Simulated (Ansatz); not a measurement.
Si128C127: several calculations on one system

Part 1: Relaxation

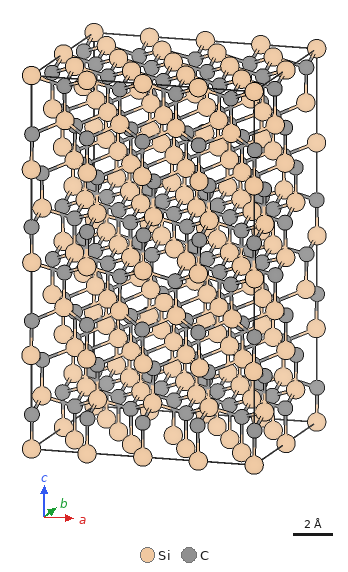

Starting structure of a defect cell of composition Si128C127 (cell charge +2). A ball-and-stick model of the cell of the calculation, seen slightly off an axis.

Method: Ansatz, DFT, PBEsol, PAW, plane waves.

Set-up: plane-wave cutoff 420 eV; k-point mesh 1 × 1 × 1; mesh shifted by (0.25, 0.25, 0.25); collinear spin; atoms relaxed in a fixed cell; force threshold 0.03 eV/Å; at most 80 steps.

```
Si C
1.0
    12.31227    0.00000    0.00000
     0.00000   10.66274    0.00000
     0.00000    0.00000   20.15189
Si C
128 127
Direct
  0.99784 0.99967 0.25074
  0.99943 0.00025 0.74808
  0.24785 0.00083 0.25168
  0.25160 0.99751 0.75037
  0.12533 0.25059 0.24865
  0.12197 0.24941 0.75026
  0.00190 0.50119 0.24957
  0.99973 0.49750 0.75137
  0.50160 0.00029 0.24962
  0.49718 0.00037 0.75142
  0.37772 0.25062 0.24954
  0.37587 0.25148 0.75065
  0.24840 0.50241 0.24923
  0.24880 0.49917 0.75063
  0.12303 0.75254 0.25006
  0.12364 0.75036 0.74867
  0.75516 0.00068 0.24974
  0.75235 0.00104 0.74917
  0.62404 0.25116 0.25085
  0.62423 0.24847 0.75024
  0.49745 0.50127 0.25105
  0.50000 0.50072 0.75035
  0.37326 0.75012 0.24918
  0.37395 0.74610 0.74926
  0.87916 0.25146 0.25032
  0.87548 0.25101 0.75007
  0.74937 0.50060 0.25049
  0.74909 0.50029 0.74920
  0.62466 0.75194 0.24949
  0.62780 0.75137 0.74990
  0.87353 0.75513 0.24996
  0.87379 0.75063 0.75014
  0.00030 0.16785 0.12336
  0.00255 0.16335 0.62653
  0.25064 0.16617 0.12475
  0.24851 0.16476 0.62308
  0.12783 0.41765 0.12402
  0.12381 0.41760 0.62538
  0.99955 0.66558 0.12540
  0.99988 0.66598 0.62737
  0.49765 0.16611 0.12521
  0.50020 0.17043 0.62424
  0.37488 0.41517 0.12283
  0.37467 0.41358 0.62573
  0.25200 0.67121 0.12436
  0.25271 0.66993 0.62419
  0.12347 0.91880 0.12410
  0.12508 0.91669 0.62571
  0.75034 0.16856 0.12454
  0.75185 0.16617 0.62534
  0.62439 0.41941 0.12518
  0.62456 0.41858 0.62485
  0.50177 0.66464 0.12591
  0.50007 0.66651 0.62450
  0.37590 0.91786 0.12713
  0.37284 0.91527 0.62466
  0.87316 0.41275 0.12417
  0.87414 0.41472 0.62661
  0.74939 0.66881 0.12546
  0.75253 0.66937 0.62501
  0.62525 0.91714 0.12531
  0.62526 0.91222 0.62406
  0.87346 0.91791 0.12540
  0.87692 0.91692 0.62652
  0.12342 0.07915 0.37510
  0.12567 0.08910 0.87474
  0.99975 0.33310 0.37539
  0.00163 0.33333 0.87278
  0.37241 0.08271 0.37612
  0.37302 0.08492 0.87607
  0.24917 0.33068 0.37420
  0.24911 0.33328 0.87437
  0.12394 0.58173 0.37509
  0.12532 0.58346 0.87299
  0.99821 0.83466 0.37460
  0.99836 0.83316 0.87465
  0.62760 0.08266 0.37463
  0.62570 0.08282 0.87635
  0.50211 0.33193 0.37587
  0.49887 0.33631 0.87632
  0.37146 0.58424 0.37542
  0.37268 0.58262 0.87395
  0.24847 0.83426 0.37458
  0.24898 0.83228 0.87613
  0.87851 0.08172 0.37702
  0.87436 0.08332 0.87348
  0.74938 0.33221 0.37387
  0.74895 0.32794 0.87507
  0.62529 0.58401 0.37479
  0.62314 0.58439 0.87514
  0.49971 0.83652 0.37477
  0.50158 0.83353 0.87699
  0.87545 0.58247 0.37443
  0.87478 0.58344 0.87391
  0.75340 0.83118 0.37408
  0.75009 0.83287 0.87424
  0.00225 0.99848 0.49955
  0.00066 0.99873 0.00038
  0.24889 0.99831 0.49927
  0.24953 0.99926 0.99814
  0.12275 0.25128 0.50131
  0.12364 0.24906 0.00125
  0.00103 0.50210 0.49833
  0.00293 0.50100 0.00042
  0.50097 0.00109 0.49902
  0.50055 0.99882 0.00024
  0.37523 0.25211 0.50056
  0.37883 0.25187 0.99980
  0.24896 0.50101 0.50027
  0.25065 0.49984 0.99949
  0.12614 0.74857 0.50118
  0.12611 0.74865 0.99959
  0.74970 0.99994 0.50140
  0.74908 0.00054 0.00002
  0.62526 0.25174 0.50142
  0.62354 0.24836 0.99962
  0.50143 0.49879 0.50043
  0.49690 0.49882 0.00057
  0.37376 0.74972 0.50047
  0.37514 0.75016 0.99758
  0.87285 0.24777 0.49889
  0.87427 0.24850 0.99951
  0.74825 0.50160 0.50048
  0.74970 0.50351 0.99992
  0.62423 0.74911 0.50213
  0.62194 0.75379 0.00032
  0.87395 0.74994 0.49824
  0.87481 0.75192 0.00092
  0.00295 0.99708 0.09273
  0.00133 0.99629 0.59500
  0.25098 0.00179 0.09227
  0.24964 0.99949 0.59214
  0.12508 0.24901 0.09137
  0.12330 0.24983 0.59428
  0.00028 0.49765 0.09496
  0.99845 0.50079 0.59157
  0.50005 0.99945 0.09183
  0.50300 0.00049 0.59368
  0.37555 0.25002 0.09515
  0.37369 0.25095 0.59417
  0.24973 0.50264 0.09290
  0.25111 0.50166 0.59312
  0.12721 0.74999 0.09444
  0.12684 0.75607 0.59384
  0.74650 0.99937 0.09538
  0.75430 0.99984 0.59259
  0.62482 0.24951 0.09422
  0.62848 0.24923 0.59393
  0.49924 0.50337 0.09410
  0.49908 0.50268 0.59331
  0.37337 0.74806 0.09274
  0.37743 0.75052 0.59285
  0.87502 0.24998 0.09491
  0.87327 0.24920 0.59387
  0.74943 0.50059 0.09209
  0.75089 0.50130 0.59584
  0.62529 0.74990 0.09557
  0.62551 0.75061 0.59267
  0.87079 0.75197 0.09366
  0.87654 0.74781 0.59407
  0.00197 0.99939 0.34315
  0.00170 0.00458 0.84269
  0.24918 0.00139 0.34302
  0.24880 0.00085 0.84246
  0.12483 0.25116 0.34409
  0.12646 0.25019 0.84254
  0.00168 0.49988 0.34390
  0.99936 0.49941 0.84614
  0.49811 0.99704 0.34188
  0.49735 0.00402 0.84410
  0.37405 0.25036 0.34355
  0.37560 0.25068 0.84358
  0.24855 0.50022 0.34308
  0.24774 0.49843 0.84296
  0.12571 0.75259 0.34302
  0.12245 0.75211 0.84343
  0.75054 0.99651 0.34468
  0.75053 0.00144 0.84572
  0.62393 0.24853 0.34236
  0.62560 0.25214 0.84335
  0.50086 0.50073 0.34405
  0.49822 0.49902 0.84215
  0.37328 0.75044 0.34577
  0.37650 0.74712 0.84221
  0.87440 0.25285 0.34522
  0.87630 0.25001 0.84440
  0.75041 0.50206 0.34413
  0.74790 0.50072 0.84449
  0.62597 0.74738 0.34227
  0.62639 0.74966 0.84063
  0.87292 0.75147 0.34356
  0.87738 0.74732 0.84308
  0.00041 0.17035 0.21905
  0.99936 0.16495 0.71927
  0.24927 0.16520 0.21730
  0.24808 0.16817 0.71856
  0.12485 0.41718 0.21935
  0.12460 0.41518 0.71910
  0.00276 0.66240 0.21900
  0.99922 0.66857 0.71978
  0.49990 0.16991 0.21806
  0.50193 0.16752 0.71882
  0.37299 0.41738 0.21990
  0.37511 0.41601 0.71882
  0.25297 0.66566 0.21931
  0.25414 0.66331 0.71874
  0.12577 0.91716 0.21756
  0.12398 0.91912 0.71826
  0.74768 0.16451 0.21935
  0.74857 0.16641 0.71849
  0.62326 0.41655 0.21872
  0.62512 0.42112 0.71766
  0.50008 0.66887 0.21772
  0.49942 0.66548 0.71863
  0.37247 0.92027 0.21923
  0.37471 0.91536 0.72050
  0.87755 0.42042 0.21695
  0.87560 0.41724 0.71848
  0.74617 0.66504 0.21864
  0.74806 0.66685 0.71934
  0.62558 0.91894 0.21794
  0.62431 0.91134 0.71739
  0.87502 0.91694 0.22001
  0.87471 0.91665 0.71831
  0.12496 0.08180 0.46841
  0.12394 0.08528 0.96736
  0.00182 0.33528 0.47032
  0.99858 0.33562 0.96906
  0.37399 0.08470 0.46845
  0.37305 0.08470 0.96939
  0.25043 0.33034 0.46978
  0.25052 0.33072 0.97101
  0.12347 0.58171 0.46932
  0.12471 0.58353 0.96868
  0.00159 0.83412 0.46882
  0.00133 0.83184 0.96921
  0.62345 0.08053 0.46715
  0.62599 0.08304 0.96846
  0.49867 0.33337 0.96900
  0.37828 0.58048 0.46956
  0.37547 0.58484 0.96987
  0.25110 0.83487 0.46968
  0.24931 0.83567 0.96718
  0.87296 0.08124 0.46885
  0.87262 0.08382 0.96665
  0.75135 0.33409 0.46799
  0.75099 0.33587 0.96764
  0.62534 0.58242 0.46914
  0.62505 0.58513 0.96986
  0.49841 0.83330 0.46927
  0.50205 0.83369 0.96957
  0.87220 0.58387 0.47023
  0.87513 0.58386 0.96879
  0.75176 0.83302 0.46913
  0.74756 0.83011 0.96862
```

Predict the outcome.

The largest move is that of Si79, 0.15 Å along [−1 1 −3]. By element the largest moves are Si 0.15 Å, C 0.07 Å. The cell stays as it was. Among the contacts that change: Si115–C237 1.952 → 1.852 Å, Si19–C179 1.844 → 1.931 Å, Si25–C209 1.967 → 1.883 Å, Si102–C133 1.816 → 1.892 Å. Bond angles that change, for instance: Si101–C231–Si107 112.0° → 105.6°, Si19–C179–Si79 110.8° → 105.1°, C140–Si42–C148 112.7° → 107.4°. Over 4 geometry steps the energy falls by 4.833 eV per cell of the calculation. The largest force component goes from 2.1 to 0.018 eV/Å. The program noted that the starting moments weren't kept. Cost: 35 s on 1 × NVIDIA GB300 Max-Q with 32 threads of Arm Neoverse-V2, peak memory 3.1 GiB.

Step by step:

| step | E − E(0), meV/atom | largest force component, eV/Å |
| --- | --- | --- |
| 0 | 0.00 | 2.1263 |
| 1 | -14.41 | 1.0404 |
| 2 | -18.94 | 0.0907 |
| 3 | -18.94 | 0.0788 |
| 4 | -18.95 | 0.0180 |

After the run, drawn alike:

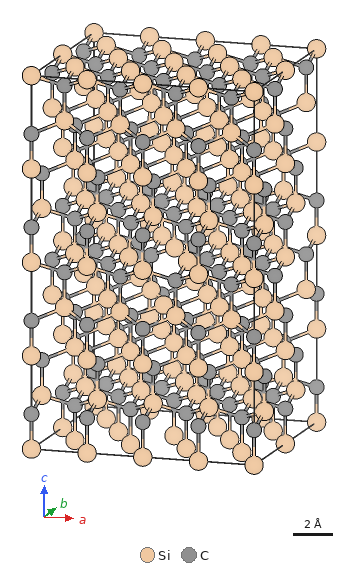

Limits of the set-up: the cell is charged, on a uniform background, and energies carry no finite-size correction.

Part 2: Relaxation

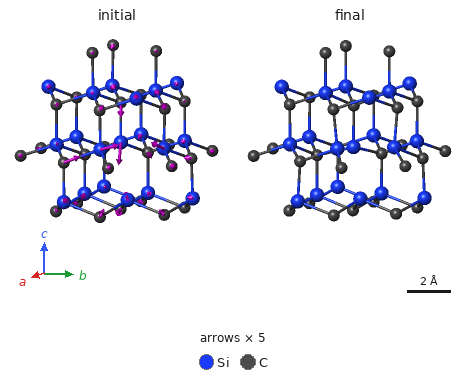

The structure of a defect cell of composition Si128C127 before (left) and after (right) a relaxation, at one scale. The purple arrows give the displacements, 5 times their true length.

Style: ball-and-stick. Shown: the atoms within 5.0 Å of the atom that moves most (axes of the cell of the calculation (origin shifted)), slightly off an axis.

All numbers below come from Ansatz, DFT, PBEsol, PAW, plane waves. (plane-wave cutoff 420 eV; k-point mesh 1 × 1 × 1; mesh shifted by (0.25, 0.25, 0.25); no spin polarisation; atoms relaxed in a fixed cell; force threshold 0.03 eV/Å; at most 80 steps)

Q: Describe what moved and what it gained.

A: The largest move is that of a Si atom, 0.22 Å along [1 0 −3]. Largest moves by element: Si 0.22 Å, C 0.17 Å. The lattice vectors keep their values. Some distances before and after: Si–Si 3.079 → 2.745 Å, Si–Si 3.044 → 2.738 Å, C–Si 1.856 → 1.976 Å, C–Si 1.886 → 1.972 Å. Bond angles that change, for instance: C–Si–C 109.5° → 102.2°, Si–C–Si 110.6° → 104.7°, C–Si–C 109.9° → 104.6°. Over 7 geometry steps the energy falls by 4.763 eV per cell of the calculation. The largest force component goes from 2.1 to 0.012 eV/Å.

Part 3: Defect

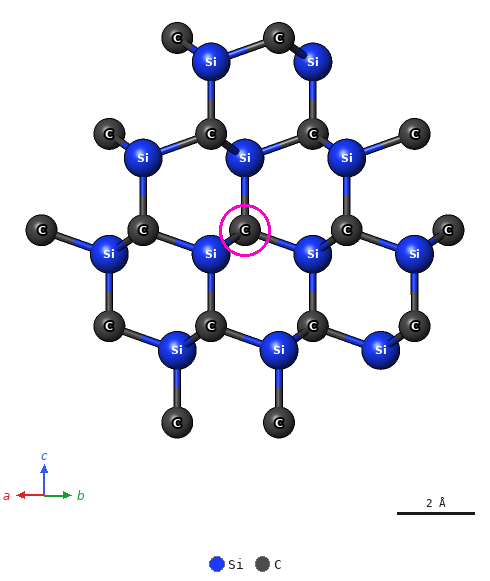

Perfect SiC. The picture is a ball-and-stick view of the atoms within 5.4 Å of one point, in a slice 5.0 Å thick across the line of sight, seen along [110].

All numbers below come from DFT, PBEsol, PAW, plane waves in Ansatz 0.2.0. Settings: plane-wave cutoff 420 eV; k-point mesh 1 × 1 × 1; mesh shifted by (0.25, 0.25, 0.25); collinear spin. Fermi-Dirac smearing of 0.01 eV. A uniform background neutralises the charged cell. The axes drawn are those of the host's conventional cell.

A carbon atom is taken out (a vacancy) at the ringed place, in charge state +1. The supercell has 256 sites, and the atoms are relaxed at the host's cell.

### How do the neighbours respond?

Around the empty C site the host had 4 Si at 1.88 to 1.89 Å; after relaxation the nearest atoms are 4 Si at 1.89 to 1.95 Å. Of the host's atoms, a silicon atom moves furthest from its site, by 0.10 Å. The cell's net moment is 1.00 μB.

The relaxed defect, seen from the same direction:

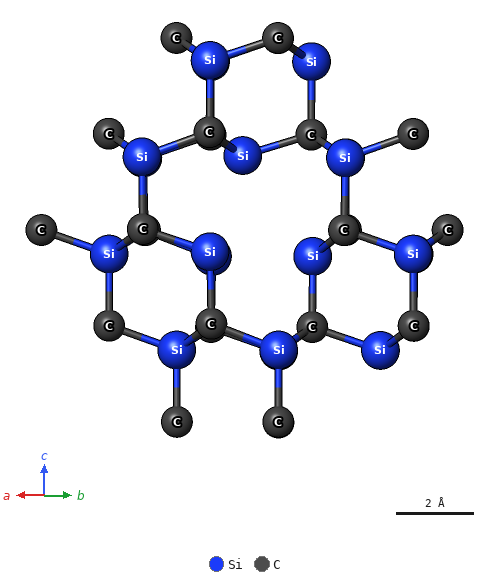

Limits of the set-up: the cell is charged, on a uniform background, and energies carry no finite-size correction.

Part 4: Defect

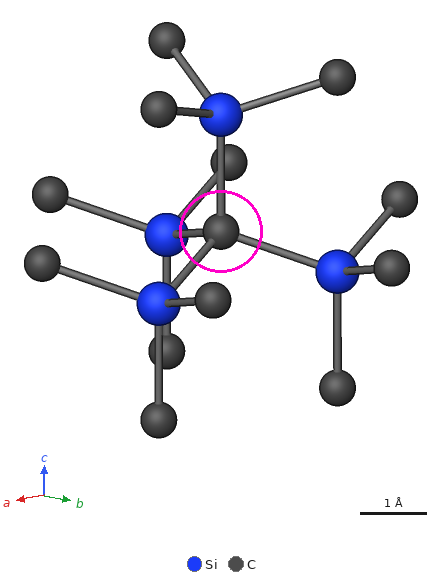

Perfect SiC. Style: ball-and-stick. Shown: the atoms within 3.3 Å of one point, from a free direction.

Theory: DFT, PBEsol, PAW, plane waves in Ansatz 0.2.0. (plane-wave cutoff 420 eV; k-point mesh 1 × 1 × 1; mesh shifted by (0.25, 0.25, 0.25); no spin polarisation) Fermi-Dirac smearing of 0.01 eV. The axes drawn are those of the host's conventional cell.

A carbon atom is taken out (a vacancy) at the ringed place, in charge state 0. The supercell has 256 sites, and the atoms are relaxed at the host's cell.

**How do the neighbours respond?**

Around the empty C site the host had 4 Si at 1.88 to 1.89 Å; after relaxation the nearest atoms are 4 Si at 1.80 to 1.85 Å. Of the host's atoms, a silicon atom moves furthest from its site, by 0.22 Å.

The relaxed defect, seen from the same direction:

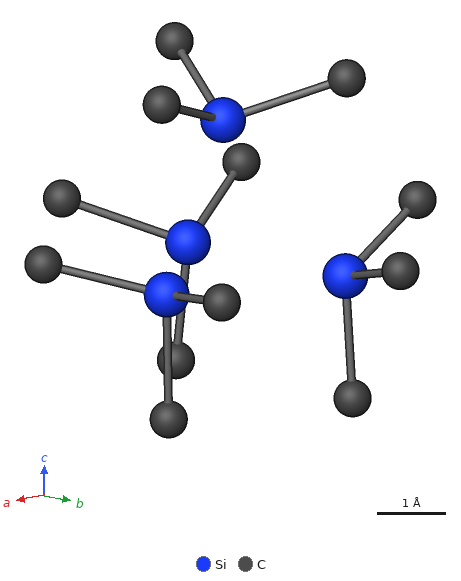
